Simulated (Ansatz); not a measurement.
**Ta4N3: density, localisation and related maps**

Input

```
crystal:
  lattice:
    - [0.0, 4.41, 4.41]
    - [4.41, 0.0, 4.41]
    - [4.41, 4.41, 0.0]
  atoms:
    - { symbol: Ta, position: [0.0, 0.0, 0.0] }
    - { symbol: Ta, position: [0.0, 0.0, 0.5] }
    - { symbol: Ta, position: [0.0, 0.5, 0.0] }
    - { symbol: Ta, position: [0.0, 0.5, 0.5] }
    - { symbol: Ta, position: [0.5, 0.0, 0.0] }
    - { symbol: Ta, position: [0.5, 0.0, 0.5] }
    - { symbol: Ta, position: [0.5, 0.5, 0.0] }
    - { symbol: Ta, position: [0.5, 0.5, 0.5] }
    - { symbol: "N", position: [0.25, 0.25, 0.75] }
    - { symbol: "N", position: [0.25, 0.75, 0.25] }
    - { symbol: "N", position: [0.25, 0.75, 0.75] }
    - { symbol: "N", position: [0.75, 0.25, 0.25] }
    - { symbol: "N", position: [0.75, 0.25, 0.75] }
    - { symbol: "N", position: [0.75, 0.75, 0.25] }
scf:
  occupations: { method: gaussian, width: 0.2 }
output:
  forces: true
  stress: true
  eigenvalues: true
  write_density: true
  write_potential: true
  elf: true
  volumetric_format: npy
kpoints:
  mp_grid: { grid: [12, 12, 12] }
hamiltonian:
  xc: pbesol
relax:
  f_tol: 0.003
  max_steps: 60
  cell: { stress_tol: 0.05 }
```

Command:

```sh
ansatz run input.yaml --threads 8 --pin off --max-ram 24576MiB --backend cpu --events-out ev --progress --plain --runs-dir out
```

The fields are those of the run's last geometry, not of the input's.

Space group Pm-3m; a generated structure, not necessarily the stable one.

These are results of DFT PBEsol, scalar-relativistic, plane waves, PAW in Ansatz 0.2.0, not measurements.

The density is the valence pseudo-density of a PAW calculation; it isn't the true density close to the nuclei.

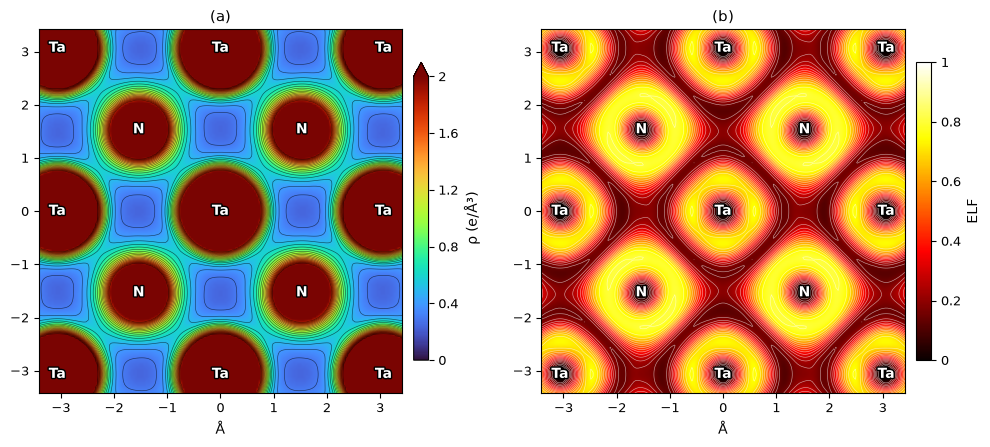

Figure 1. (a) valence pseudo-density; (b) ELF on the (011) plane of the calculation cell.

What does the map show?

The section cuts through Ta and N sites. Ta–N (2.17 Å): the density is about 0.59 e/Å³ at the midpoint; the ELF peaks at about 0.80 in the valence shell of N, 0.7 Å from its nucleus, and is about 0.15 at the midpoint: no localised pair shows between them. Ta–Ta (3.07 Å): the density is about 0.24 e/Å³ at the midpoint; the ELF is about 0.20 at the midpoint: no localised pair shows between them. Between the atoms the lowest density in this plane is 0.24 e/Å³. The features right at Ta lie inside the PAW spheres, where the map follows smoothed inner orbitals and isn't to be read closely.

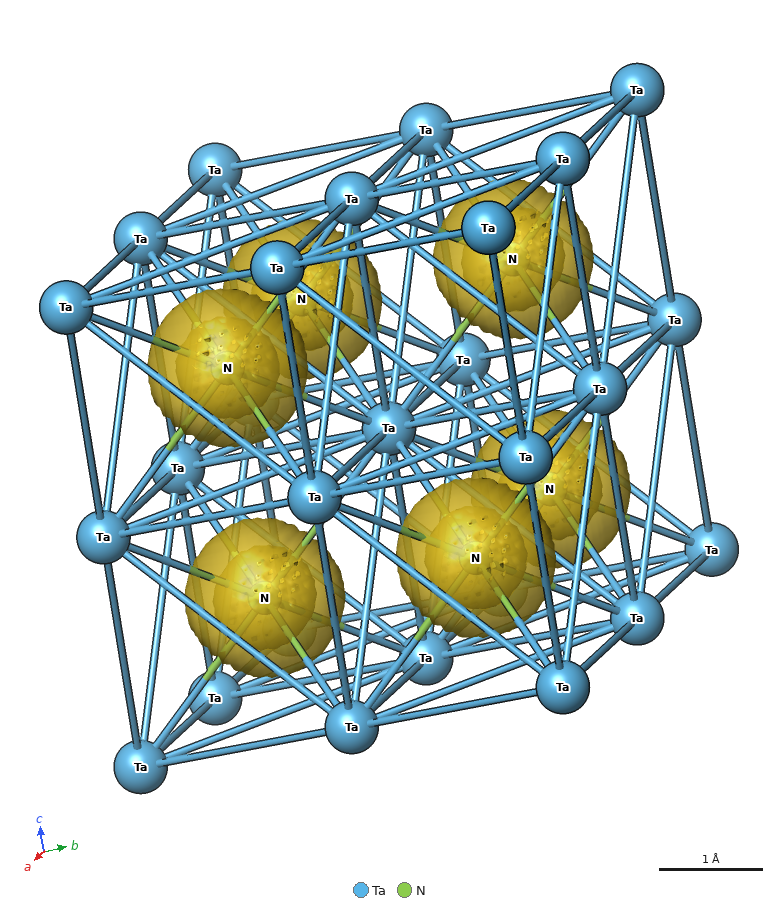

Figure 2. Isosurface of the ELF at 0.75 (yellow), seen slightly off an axis. Only the valence region is drawn (cores and ρ < 0.01 e/Å³ removed). Sticks mark near contacts.

Describe the localisation domains.

At this value the surface marks out six regions wrapped around N (the valence shell of each), counted in one cell of 14 atoms. Regions shared between cells count once.

Metal or insulator at this level of theory?

It is gapless in this calculation (a metal or semimetal); semilocal functionals without U, or without the true magnetic order, often close the gap of such compounds.
